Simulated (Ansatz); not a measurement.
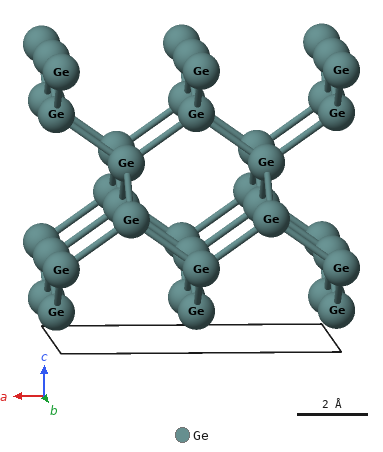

Starting structure of a slab of composition Ge (cut from the Fd-3m phase). The picture is a ball-and-stick view of the 2 × 2 repeat of the cell, outlined in the plane, without the vacuum, seen from a free direction.

Case: clean slab, lower half held. The slab is the (1 0 0) face of Ge. 3 atoms are held fixed.

Method: Ansatz 0.2.0, DFT PBEsol, scalar-relativistic, plane waves, PAW.

Input
```yaml
crystal:
  lattice:
    - [4.0133694111, 0.0, 0.0]
    - [0.0, 4.0133694111, 0.0]
    - [0.0, 0.0, 24.094701815]
  atoms:
    - { symbol: Ge, position: [0.0, 0.5, 0.35277465] }
    - { symbol: Ge, position: [0.0, 0.0, 0.41166479] }
    - { symbol: Ge, position: [0.5, 0.0, 0.47055493] }
    - { symbol: Ge, position: [0.5, 0.5, 0.52944507] }
    - { symbol: Ge, position: [0.0, 0.5, 0.58833521] }
    - { symbol: Ge, position: [0.0, 0.0, 0.64722535] }
basis:
  ecutwfc: 420
kpoints:
  mp_grid: { grid: [7, 7, 1] }
hamiltonian:
  xc: pbesol
scf:
  occupations: { method: gaussian, width: 0.1 }
output:
  forces: true
  eigenvalues: true
  write_density: true
  write_potential: true
  elf: true
  volumetric_format: npy
relax:
  adjacent_minimum: "off"
  f_tol: 0.03
  max_steps: 70
  constraints: [{ sites: [0, 1, 2] }]
efield:
  axis: 3
  dipole_correction: true
  ramp_width: 0.04
```

Launched with:
```bash
ansatz run input.yaml --threads 2 --pin off --max-ram 5120MiB --backend cpu --events-out ev --progress --plain --runs-dir out
```

Q: What does the optimiser find from here?

A: The atom that moves furthest is Ge6 (0.028 Å along the normal (+c)). The cell doesn't change. Among the contacts that change: Ge4–Ge5 2.458 → 2.472 Å. After 1 accepted move (2 points after the start) the energy has fallen by 1.9 meV per cell of the calculation. The largest force component goes from 0.17 to 0.019 eV/Å. 1 step only repeated the SCF at the same geometry.

History of the run:

```
step  E − E(0), meV/atom  largest force component, eV/Å                         note
   0                0.00                         0.1744                             
   1               -0.32                         0.0194                             
   2               -0.32                         0.0194  same geometry, SCF repeated
```
